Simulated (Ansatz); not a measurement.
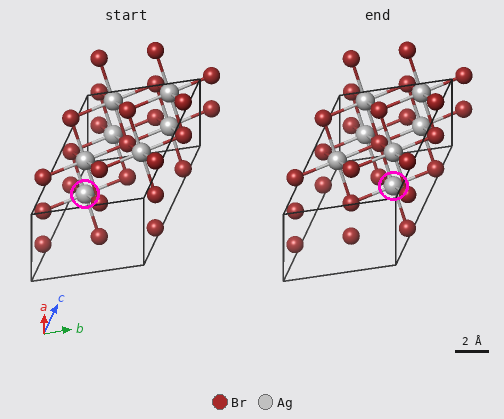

The two relaxed end points of a path for a defect cell of composition Ag₇Br₈ with an Ag vacancy (15 atoms in the cell). The picture is a ball-and-stick view of the reduced simulation cell (origin moved), seen from a free direction. The moving atom is ringed, with any periodic copies. Lengths and directions refer to the drawn axes. Bonds to atoms that aren't drawn are left out.

Computed with DFT, PAW plane waves, PBE (Ansatz 0.2.0).

Input
```yaml
crystal:
  lattice:
    - [0.0, 5.726554, 5.726554]
    - [5.726554, 0.0, 5.726554]
    - [5.726554, 5.726554, 0.0]
  atoms:
    - { symbol: Br, position: [0.24839169, 0.25372432, 0.24899541] }
    - { symbol: Ag, position: [0.0017832, -0.00207613, -0.00342384] }
    - { symbol: Br, position: [0.24851022, 0.25126265, 0.75112419] }
    - { symbol: Ag, position: [0.00039183, -0.00278916, 0.50418194] }
    - { symbol: Br, position: [0.24713673, 0.755884, 0.25196261] }
    - { symbol: Ag, position: [0.0046948, 0.49943258, 0.00158745] }
    - { symbol: Br, position: [0.2512201, 0.75372477, 0.7432951] }
    - { symbol: Ag, position: [0.00340273, 0.49733842, 0.49941427] }
    - { symbol: Br, position: [0.74795193, 0.24825513, 0.25281874] }
    - { symbol: Ag, position: [0.49645532, 0.00436582, -0.00117467] }
    - { symbol: Br, position: [0.75503083, 0.25249708, 0.75068564] }
    - { symbol: Br, position: [0.74957873, 0.75360513, 0.24731844] }
    - { symbol: Ag, position: [0.5017254, 0.50100791, -0.00427522] }
    - { symbol: Br, position: [0.75028056, 0.75280342, 0.74869093] }
    - { symbol: Ag, position: [0.50483185, 0.49762751, 0.49754884] }
kpoints:
  mp_grid: { grid: [2, 2, 2] }
magnetization:
  spin_polarized: false
scf:
  occupations: { method: cold, width: 0.15 }
hamiltonian:
  pseudopotentials: { kind: paw }
  xc: pbe
basis:
  ecutwfc: 420
neb:
  images: 3
  relax_end_points: true
  climbing: true
  f_tol: 0.05
  max_iterations: 40
  order_check: false
  final_atoms:
    - { symbol: Br, position: [0.24839169, 0.25372432, 0.24899541] }
    - { symbol: Ag, position: [0.0017832, -0.00207613, -0.00342384] }
    - { symbol: Br, position: [0.24851022, 0.25126265, 0.75112419] }
    - { symbol: Ag, position: [0.00039183, -0.00278916, 0.50418194] }
    - { symbol: Br, position: [0.24713673, 0.755884, 0.25196261] }
    - { symbol: Ag, position: [0.0046948, 0.49943258, 0.00158745] }
    - { symbol: Br, position: [0.2512201, 0.75372477, 0.7432951] }
    - { symbol: Ag, position: [0.00340273, 0.49733842, 0.49941427] }
    - { symbol: Br, position: [0.74795193, 0.24825513, 0.25281874] }
    - { symbol: Ag, position: [0.49645532, 0.00436582, -0.00117467] }
    - { symbol: Br, position: [0.75503083, 0.25249708, 0.75068564] }
    - { symbol: Br, position: [0.74957873, 0.75360513, 0.24731844] }
    - { symbol: Ag, position: [0.5017254, 0.50100791, -0.00427522] }
    - { symbol: Br, position: [0.75028056, 0.75280342, 0.74869093] }
    - { symbol: Ag, position: [0.5026946, 0.99590348, 0.49854094] }
```

Run as
```bash
ansatz run input.yaml --threads 4 --pin off --max-ram 8192MiB --backend cpu --events-out ev --progress --plain --runs-dir out
```

What barrier does the band find between them, and by what path?

The barrier is about 0.39 eV in both directions, with image 2 at the top; the ends have the same energy. It is a vacancy jump: a nearby atom moves into the empty site and leaves its own site empty. An Ag atom travels furthest, 4.05 Å from end to end, along +b, on a straight line. At the highest image its nearest neighbour (Br) is 2.45 Å away, against 2.86 Å at the start, and the surrounding atoms stand up to 0.44 Å off the mean of their end positions. The band converged in 7 iterations, with a climbing image at the top.

Energies of the converged images:

| image | path (Å) | E (eV) |
| --- | --- | --- |
| 0 | 0.00 | 0.000 |
| 1 | 1.13 | 0.273 |
| 2 | 2.24 | 0.386 |
| 3 | 3.36 | 0.273 |
| 4 | 4.49 | 0.000 |

The geometry at the top of the path:

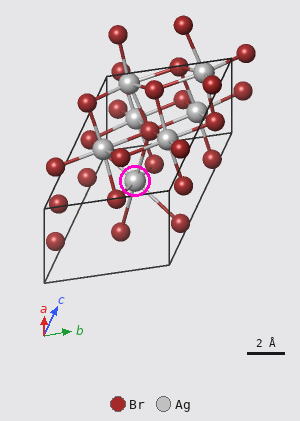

Limits of the set-up: the cell has an odd number of electrons but was run without spin polarisation; the k-point mesh is coarse for a cell with partly filled bands; the periodic images lie only 8.1 Å apart, so the values are limited by the cell's size.

Cost: 2.3 min on 4 threads of Intel(R) Xeon(R) Platinum 8488C (Sapphire Rapids), with other jobs on the host, peak memory 1.8 GiB.
